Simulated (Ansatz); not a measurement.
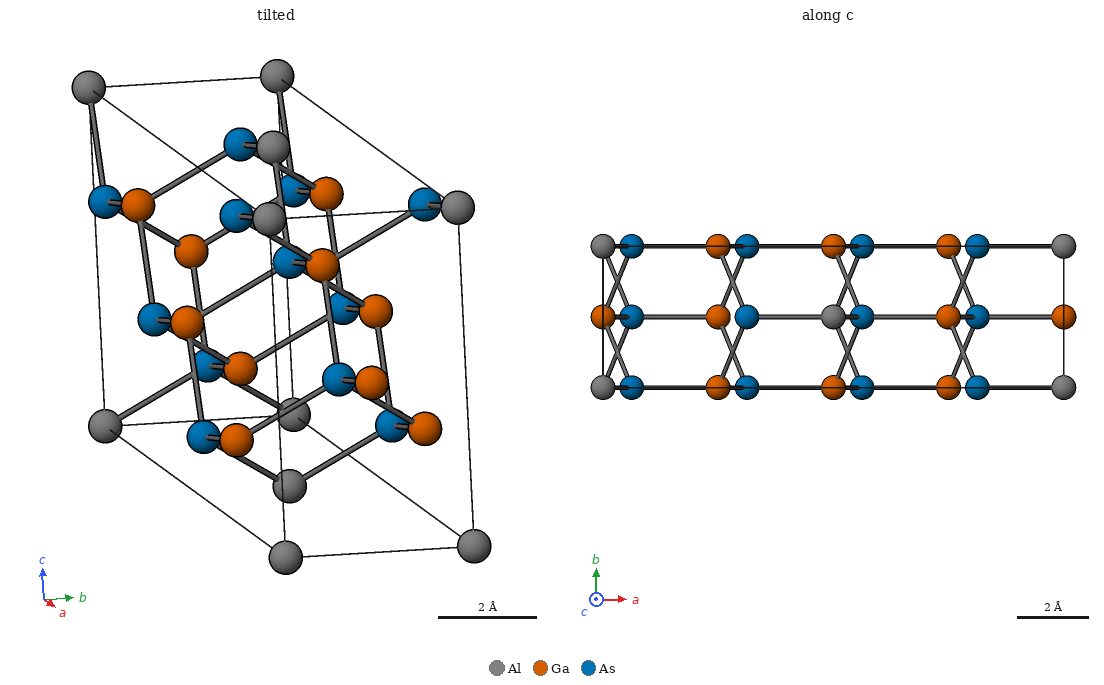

We look at a ball-and-stick model of the crystal slightly off an axis and along the c axis. One conventional unit cell is framed, with atoms on its boundary repeated.

AlGa$_{3}$As$_{4}$, space group Cm (No. 8), a = 13.297 Å, b = 4.013 Å, c = 6.941 Å, α = 90.00°, β = 100.07°, γ = 90.00°. The initial geometry was a structure type filled with these elements by a generator (whether the compound takes this form wasn't checked). Earlier steps of the study, as a rule a relaxation of our own, may have changed the cell and positions, so they can lie some per cent off the listed ones. A calculation with Ansatz used it as input.

This one geometry was computed with Ansatz (DFT, plane waves, PAW) at five levels of theory: PBE, PBE with spin-orbit coupling, r2SCAN, HSE06 and PBE0. It was relaxed beforehand with r2SCAN.

> Which level gives the highest pressure at this volume, and what does that say about its equilibrium volume?

Highest: PBE (2.5 GPa) and PBE with spin-orbit coupling (2.5 GPa), which points to the largest equilibrium volume. Lowest, with the smallest volume: r2SCAN (0.0 GPa), HSE06 (0.5 GPa) and PBE0 (0.3 GPa). Levels within 0.5 GPa of each other can't be told apart.

> How does the band gap change with the level of theory?

PBE with spin-orbit coupling: a gap of 0.63 eV, direct; PBE: a gap of 0.74 eV, direct; r2SCAN: a gap of 1.22 eV, direct; HSE06: a gap of 1.61 eV, direct; PBE0: a gap of 2.22 eV, direct.

> Collect the results in a table.

| level | cutoff (eV) | k-mesh of the run's cell | gap (eV) | pressure (GPa) |
| --- | --- | --- | --- | --- |
| PBE | 420 | 6×6×4 | 0.74 | 2.5 |
| PBE with spin-orbit coupling | 420 | 6×6×4 | 0.63 | 2.5 |
| r2SCAN | 500 | 6×6×4 | 1.22 | 0.0 |
| HSE06 | 420 | 4×4×2 | 1.61 | 0.5 |
| PBE0 | 420 | 4×4×2 | 2.22 | 0.3 |

Gaps are taken on the k-mesh or band path of each run.
